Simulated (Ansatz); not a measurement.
## Electronic structure of PbF2 in real space

Input file:

```
crystal:
  lattice:
    - [2.22253801, 0.0, 0.0]
    - [-1.11126901, 1.92477438, 0.0]
    - [0.0, 0.0, 12.09964879]
  atoms:
    - { symbol: Pb, position: [0.0, 0.0, 0.0] }
    - { symbol: F, position: [0.33333333, 0.66666667, 0.08949298] }
    - { symbol: F, position: [0.33333333, 0.66666667, 0.91050702] }
kpoints:
  mp_grid: { grid: [9, 9, 2] }
hamiltonian:
  xc: pbesol
scf:
  occupations: { method: fermi_dirac, width: 0.03 }
relax:
  f_tol: 0.01
  cell: {}
  max_steps: 120
output:
  write_density: true
  write_potential: true
  elf: true
  volumetric_format: npy
```

Command:

```sh
ansatz run input.yaml --threads 2 --pin off --max-ram 2211MiB --backend cpu --events-out ev --progress --plain --runs-dir out
```

Below, planes, directions and counts refer to the conventional cell (a = 3.68 Å, b = 3.68 Å, c = 6.37 Å, α = 90.00°, β = 90.00°, γ = 120.00°).

The fields are those of the run's last geometry, not of the input's.

Space group P-6m2; a structure from a database of computed crystals, not necessarily the ambient phase; started from the MoS2-187 prototype, which need not be the ambient phase.

The calculation used DFT, PBEsol, plane waves, PAW (Ansatz 0.2.0).

The density is the valence pseudo-density of a PAW calculation; it isn't the true density close to the nuclei.

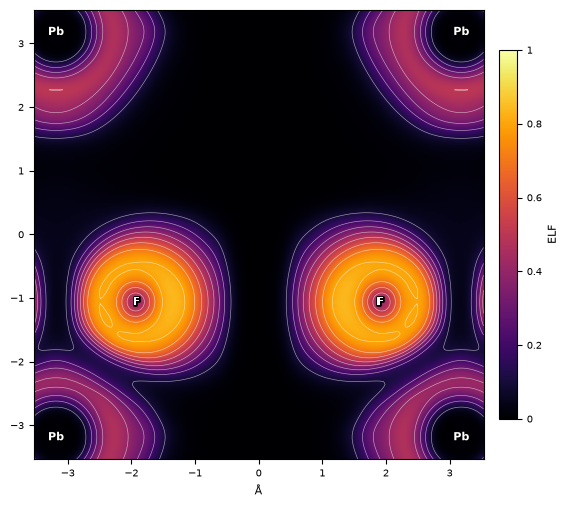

Figure 1. ELF on the (110) plane of the conventional cell.

**Describe what can be read from this map.**

The section cuts through Pb and F sites.
Pb–F (2.47 Å): the ELF is about 0.15 at the midpoint; no shared electron pair shows on this line.
The ELF also peaks beside F, away from the bonds: lone-pair regions.

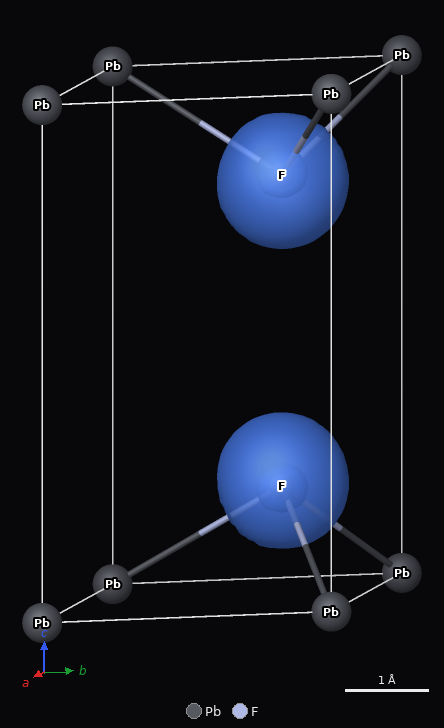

Figure 2. Isosurface of the electron localisation function at 0.7 (blue), seen slightly off an axis. Only the valence region is drawn (cores and ρ < 0.01 e/Å³ removed). Sticks mark near contacts.

**Where are the electrons localised?**

At this value the surface marks out two regions wrapped around F (the valence shell of each), counted in one cell of 3 atoms. Any copies at cell faces, edges or corners count once.

**Does the calculation make it a metal, or give it a gap?**

It is gapped, with a Kohn–Sham gap of 3.5 eV on the k-point mesh (the band edges may lie off the mesh, which would make the gap smaller).
